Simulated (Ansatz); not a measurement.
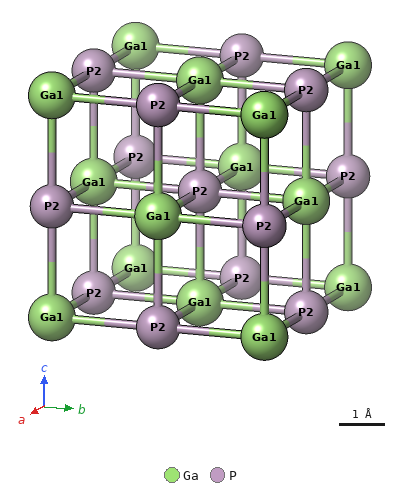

The input geometry of run A (ball-and-stick view of the cell 4 times as large as that of the calculation, set on its symmetry axes, seen slightly off an axis; atoms are numbered from 1 in the order of the input). An atom can appear more than once, as a periodic image. Near neighbours in the periodic cell (some may lie outside the picture): Ga has 6 P at 2.56 Å; P has 6 Ga at 2.56 Å.

**What a change does: single-point calculation on GaP**

System: GaP (Fm-3m, 2 atoms in the cell).
Method of run A: DFT HSE06, scalar-relativistic, plane waves, PAW, no spin polarisation (Ansatz 0.2.0).

Text and figures count atoms from 1; the logs count them from 0 in places.

## The input, run A
```yaml
crystal:
  lattice:
    - [0.0, 2.5606502807, 2.5606502807]
    - [2.5606502807, 0.0, 2.5606502807]
    - [2.5606502807, 2.5606502807, 0.0]
  atoms:
    - { symbol: Ga, position: [0.0, 0.0, 0.0] }
    - { symbol: P, position: [0.5, 0.5, 0.5] }
basis:
  ecutwfc: 420
kpoints:
  mp_grid: { grid: [6, 6, 6] }
hamiltonian:
  xc: hse06
scf:
  occupations: { method: gaussian, width: 0.05 }
output:
  forces: true
  stress: true
  eigenvalues: true
```

Command:
```bash
ansatz run input.yaml --threads 4 --pin off --max-ram 12288MiB --backend cpu --events-out ev --progress --plain --runs-dir out
```

Hardware: 4 threads of Intel Xeon (Sapphire Rapids), 32 GiB of memory available, shared host.

## Output, shortened to warnings, some set-up lines, iterations and results (run A)
```
Warning: output.stress: scf.convergence.dr2_threshold = 1e-7 eV (the SCF's general default) is looser than the 2e-10 eV advised for a printed stress (1e-10 eV for each atom of the cell: 2). What an SCF threshold leaves in a stress goes as its square root, and in the free energy as the threshold itself, and one threshold admits the most on a small cell: of the crystals measured, under no hybrid …
Warning: output.stress: scf.exx.energy_threshold = 1e-6 eV is looser than the 2e-8 eV advised for a stress under a hybrid functional (1e-8 eV for each atom of the cell: 2). Every SCF of the exchange loop can meet its threshold on dr2 while the loop round them stops early: no threshold on dr2 bounds what that leaves in the stress. Set scf.exx.energy_threshold to 2e-8 eV or tighter. The threshold …
Basis set: ecut = 420 eV, 645 PW (Γ), exchange–correlation on 50×50×50 points (8 copies of the dense FFT grid, shifted against one another)
Symmetry: 48 space group operations
k-points: 16 of 216
Initial density: superposition of atomic densities (neutral atoms: chi_scale 0, normalization atom), corrected by the library's trained network
[...]
SCF iter   1: F=—  HF=-4538.759157 eV  |F-HF|=—  |Δ(HF+E_count)|=         —  Δρ=2.06e-3  dr2=1.40e-3  ethr=1.77e-3  ⟨swp⟩=7.0  Hψ=888  notcnv=0
SCF iter   2: F=—  HF=-4538.759173 eV  |F-HF|=—  |Δ(HF+E_count)|=   1.57e-5  Δρ=1.17e-3  dr2=4.47e-4  ethr=7.80e-6  ⟨swp⟩=4.1  Hψ=520  notcnv=0  defer=11
SCF iter   3: F=—  HF=-4538.759117 eV  |F-HF|=—  |Δ(HF+E_count)|=   5.66e-5  Δρ=2.34e-4  dr2=1.12e-5  ethr=5.19e-8  ⟨swp⟩=4.1  Hψ=919  notcnv=0
SCF iter   4: F=—  HF=-4538.759110 eV  |F-HF|=—  |Δ(HF+E_count)|=   6.57e-6  Δρ=1.09e-4  dr2=4.26e-6  ethr=5.19e-8  ⟨swp⟩=4.0  Hψ=549  notcnv=0
SCF iter   5: F=—  HF=-4538.759111 eV  |F-HF|=—  |Δ(HF+E_count)|=   1.32e-6  Δρ=3.73e-5  dr2=6.29e-7  ethr=2.37e-8  ⟨swp⟩=2.1  Hψ=354  notcnv=0
[... 9 lines ...]
SCF iter   1: F=—  HF=-4539.601030 eV  |F-HF|=—  |Δ(HF+E_count)|=         —  Δρ=5.96e-5  dr2=1.32e-6  ethr=8.46e-7  ⟨swp⟩=5.1  Hψ=536  notcnv=0
SCF iter   2: F=—  HF=-4539.601031 eV  |F-HF|=—  |Δ(HF+E_count)|=   5.49e-7  Δρ=3.10e-5  dr2=2.94e-7  ethr=6.36e-9  ⟨swp⟩=3.6  Hψ=471  notcnv=0
SCF iter   3: F=—  HF=-4539.601031 eV  |F-HF|=—  |Δ(HF+E_count)|=   3.35e-8  Δρ=1.16e-5  dr2=8.27e-8  ethr=1.62e-9  ⟨swp⟩=3.2  Hψ=431  notcnv=0
SCF iter   4: F=-4539.601031 eV  HF=-4539.601031 eV  |F-HF|=1.67e-9  |Δ(HF+E_count)|=   3.63e-8  Δρ=2.10e-6  dr2=1.48e-9  ethr=4.30e-10  ⟨swp⟩=3.3  Hψ=437  notcnv=0  defer=2
SCF 3 converged in 4 iterations: F = -4539.601031 eV  dr2 = 1.48e-9
  Residual-converged pass: ⟨swp⟩=3.8  Hψ=511  notcnv=0  max |occ|·‖R‖ = 2.4e-6 eV (tolerance 2.4e-6 eV)  dr2=1.37e-9  dr2_onsite=1.49e-9  max |Δocc| = 1.2e-10
hybrid outer 2: dexx = +7.816e-7 eV, tail = 1.71e-8 eV, Δε = 2.66e-3 eV (about 7.72e-5 eV left of the loop's levels)
hybrid SCF converged: 2 outer / 8 inner (+8 warm-up), last move |dexx| = 7.82e-7 eV, tail = 1.71e-8 eV
Stability not checked: this state was not tested for a lower state beside it, because the functional holds exact exchange (a hybrid, or Hartree-Fock), whose exchange loop this test does not read (fock_operator; see scf.lower_state_search)
Free energy (F): -4539.601031 eV
Frozen-core exchange: fock
Harris-Foulkes:  -4539.601031 eV  (|F-HF|=1.67e-9)
Internal energy: -4539.598748 eV  (E = F + TS)
E sigma→0 (E₀):  -4539.599889 eV
Entropy (-TS):   -0.002283 eV (-1.141 meV/atom)
Fermi energy:    9.377202 eV
--- Per-component energies (eV) ---
  E_band       = -53.012481
  E_kinetic    = 184.426478
  E_local      = -1969.886128  (includes V_loc(G=0)·N_el)
  E_nonlocal   = 459.946082
  E_hartree    = 926.894094
  E_xc         = -105.550555
  E_vxc        = -95.731654  (∫ρ·V_xc dr)
  E_exx        = -55.875669  (= α·E_x^exact, valence–valence)
  E_paw        = -2529.968998  (= ΣΔE_a)
  E_vpaw       = -373.803826  (= ΣTr[D̂ρ^β])
  E_aug_tail   = -0.000103  (compensation charges beyond the density's cutoff)
  E_ewald      = -1449.620552
  E_core_change = 0.036594  (= ΣΔE_core)
  E_smearing   = -0.002283  (= −TS)
  E_closure    = 0.000009  (closes the sum)
  Σ components = -4539.601031   (vs F -4539.601031, Δ=0.00e0)
--- Forces (eV/Å), atoms counted from 1 ---
  atom   1  Ga    -0.00000000     0.00000000     0.00000000
  atom   2  P      0.00000000    -0.00000000    -0.00000000
  max |Σ_I F_I| component: 1.31e-30 eV/Å
--- Stress (GPa, compression-positive) ---
       -0.231838       0.000000       0.000000
       -0.000000      -0.231838       0.000000
        0.000000      -0.000000      -0.231838
  P = ⅓ Tr σ = -0.2318 GPa (-2.318 kbar)
```

The input of run B differs as follows (lines with − go, lines with + come):
```diff
-    - [0.0, 2.5606502807, 2.5606502807]
-    - [2.5606502807, 0.0, 2.5606502807]
-    - [2.5606502807, 2.5606502807, 0.0]
+    - [0.0, 2.57, 2.57]
+    - [2.57, 0.0, 2.57]
+    - [2.57, 2.57, 0.0]
```

What does this change do to the results?

With the same functional and potentials, run B lies 0.9 meV per atom higher. The pressure goes from −0.23 to −1.30 GPa. The volume per atom goes from 16.79 to 16.97 Å³. The cell is scaled evenly with the atoms at fixed fractional positions, so −ΔP/Δ ln V estimates the bulk modulus midway between the two volumes: about 98 GPa. The SCF takes 17 iterations against 16.

## Output, shortened to warnings, some set-up lines, iterations and results (run B)
```
Warning: output.stress: scf.convergence.dr2_threshold = 1e-7 eV (the SCF's general default) is looser than the 2e-10 eV advised for a printed stress (1e-10 eV for each atom of the cell: 2). What an SCF threshold leaves in a stress goes as its square root, and in the free energy as the threshold itself, and one threshold admits the most on a small cell: of the crystals measured, under no hybrid …
Warning: output.stress: scf.exx.energy_threshold = 1e-6 eV is looser than the 2e-8 eV advised for a stress under a hybrid functional (1e-8 eV for each atom of the cell: 2). Every SCF of the exchange loop can meet its threshold on dr2 while the loop round them stops early: no threshold on dr2 bounds what that leaves in the stress. Set scf.exx.energy_threshold to 2e-8 eV or tighter. The threshold …
Basis set: ecut = 420 eV, 645 PW (Γ), exchange–correlation on 50×50×50 points (8 copies of the dense FFT grid, shifted against one another)
Symmetry: 48 space group operations
k-points: 16 of 216
Initial density: superposition of atomic densities (neutral atoms: chi_scale 0, normalization atom), corrected by the library's trained network
[...]
SCF iter   1: F=—  HF=-4538.762685 eV  |F-HF|=—  |Δ(HF+E_count)|=         —  Δρ=2.01e-3  dr2=1.40e-3  ethr=1.77e-3  ⟨swp⟩=6.8  Hψ=881  notcnv=0
SCF iter   2: F=—  HF=-4538.762699 eV  |F-HF|=—  |Δ(HF+E_count)|=   1.44e-5  Δρ=1.12e-3  dr2=4.43e-4  ethr=7.80e-6  ⟨swp⟩=4.2  Hψ=519  notcnv=0  defer=10
SCF iter   3: F=—  HF=-4538.762642 eV  |F-HF|=—  |Δ(HF+E_count)|=   5.71e-5  Δρ=2.15e-4  dr2=1.04e-5  ethr=5.08e-8  ⟨swp⟩=4.0  Hψ=912  notcnv=0  defer=1
SCF iter   4: F=—  HF=-4538.762639 eV  |F-HF|=—  |Δ(HF+E_count)|=   3.54e-6  Δρ=1.06e-4  dr2=4.29e-6  ethr=5.08e-8  ⟨swp⟩=4.0  Hψ=545  notcnv=0
SCF iter   5: F=—  HF=-4538.762639 eV  |F-HF|=—  |Δ(HF+E_count)|=   8.55e-7  Δρ=4.14e-5  dr2=7.77e-7  ethr=2.38e-8  ⟨swp⟩=2.0  Hψ=352  notcnv=0
[... 10 lines ...]
SCF iter   1: F=—  HF=-4539.599243 eV  |F-HF|=—  |Δ(HF+E_count)|=         —  Δρ=5.71e-5  dr2=1.26e-6  ethr=8.71e-7  ⟨swp⟩=5.2  Hψ=537  notcnv=0
SCF iter   2: F=—  HF=-4539.599244 eV  |F-HF|=—  |Δ(HF+E_count)|=   5.67e-7  Δρ=3.02e-5  dr2=2.88e-7  ethr=6.06e-9  ⟨swp⟩=3.4  Hψ=474  notcnv=0
SCF iter   3: F=—  HF=-4539.599244 eV  |F-HF|=—  |Δ(HF+E_count)|=   3.30e-8  Δρ=1.16e-5  dr2=8.36e-8  ethr=1.59e-9  ⟨swp⟩=3.2  Hψ=435  notcnv=0  defer=1
SCF iter   4: F=-4539.599244 eV  HF=-4539.599244 eV  |F-HF|=1.88e-9  |Δ(HF+E_count)|=   3.69e-8  Δρ=2.20e-6  dr2=1.76e-9  ethr=4.35e-10  ⟨swp⟩=3.3  Hψ=435  notcnv=0  defer=1
SCF 3 converged in 4 iterations: F = -4539.599244 eV  dr2 = 1.76e-9
  Residual-converged pass: ⟨swp⟩=3.6  Hψ=511  notcnv=0  max |occ|·‖R‖ = 2.3e-6 eV (tolerance 2.4e-6 eV)  dr2=1.63e-9  dr2_onsite=1.46e-9  max |Δocc| = 6.1e-11
hybrid outer 2: dexx = +7.811e-7 eV, tail = 1.75e-8 eV, Δε = 2.69e-3 eV (about 7.91e-5 eV left of the loop's levels)
hybrid SCF converged: 2 outer / 8 inner (+9 warm-up), last move |dexx| = 7.81e-7 eV, tail = 1.75e-8 eV
Stability not checked: this state was not tested for a lower state beside it, because the functional holds exact exchange (a hybrid, or Hartree-Fock), whose exchange loop this test does not read (fock_operator; see scf.lower_state_search)
Free energy (F): -4539.599244 eV
Frozen-core exchange: fock
Harris-Foulkes:  -4539.599244 eV  (|F-HF|=1.88e-9)
Internal energy: -4539.596938 eV  (E = F + TS)
E sigma→0 (E₀):  -4539.598091 eV
Entropy (-TS):   -0.002306 eV (-1.153 meV/atom)
Fermi energy:    9.220884 eV
--- Per-component energies (eV) ---
  E_band       = -55.461891
  E_kinetic    = 184.046098
  E_local      = -1977.692487  (includes V_loc(G=0)·N_el)
  E_nonlocal   = 459.925502
  E_hartree    = 929.679614
  E_xc         = -105.399975
  E_vxc        = -95.535800  (∫ρ·V_xc dr)
  E_exx        = -55.837069  (= α·E_x^exact, valence–valence)
  E_paw        = -2530.008340  (= ΣΔE_a)
  E_vpaw       = -373.890122  (= ΣTr[D̂ρ^β])
  E_aug_tail   = -0.000084  (compensation charges beyond the density's cutoff)
  E_ewald      = -1444.346799
  E_core_change = 0.036594  (= ΣΔE_core)
  E_smearing   = -0.002306  (= −TS)
  E_closure    = 0.000009  (closes the sum)
  Σ components = -4539.599244   (vs F -4539.599244, Δ=-9.09e-13)
--- Forces (eV/Å), atoms counted from 1 ---
  atom   1  Ga    -0.00000000     0.00000000    -0.00000000
  atom   2  P      0.00000000    -0.00000000     0.00000000
  max |Σ_I F_I| component: 1.84e-30 eV/Å
--- Stress (GPa, compression-positive) ---
       -1.304929      -0.000000       0.000000
       -0.000000      -1.304929       0.000000
        0.000000       0.000000      -1.304929
  P = ⅓ Tr σ = -1.3049 GPa (-13.049 kbar)
```

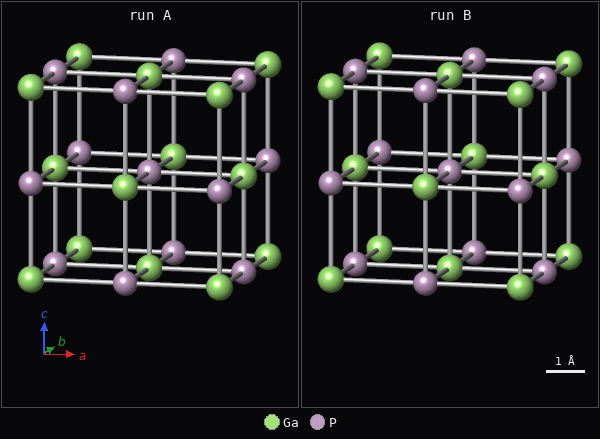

The two input geometries at one scale (ball-and-stick view of the cell 4 times as large as that of the calculation, set on its symmetry axes, seen slightly off an axis). No atom moves by more than 0.005 Å relative to the cell. The volume changes by +1.1 %, with a = b = c 5.121 → 5.140 Å (+0.4 %). Among the contacts that change: Ga–P 2.561 → 2.570 Å.

## The two runs side by side

```tsv
quantity	run A	run B
outcome	converged	converged
free energy per atom (eV)	−2269.8005	−2269.7996
energy per atom, smearing taken to zero (eV)	−2269.7999	−2269.7990
gap on the mesh (eV)	0.00	0.00
pressure (GPa)	−0.23	−1.30
volume per atom (Å³)	16.79	16.97
largest force (eV/Å)	0.000	0.000
SCF iterations	16	17
irreducible k-points	16	16
plane waves at Γ	645	645
wall time (shared host)	7.3 s	6.5 s
```

For both runs: Warnings: the exchange loop's threshold is looser than advised for the stress; the SCF threshold is looser than advised for the printed stress.
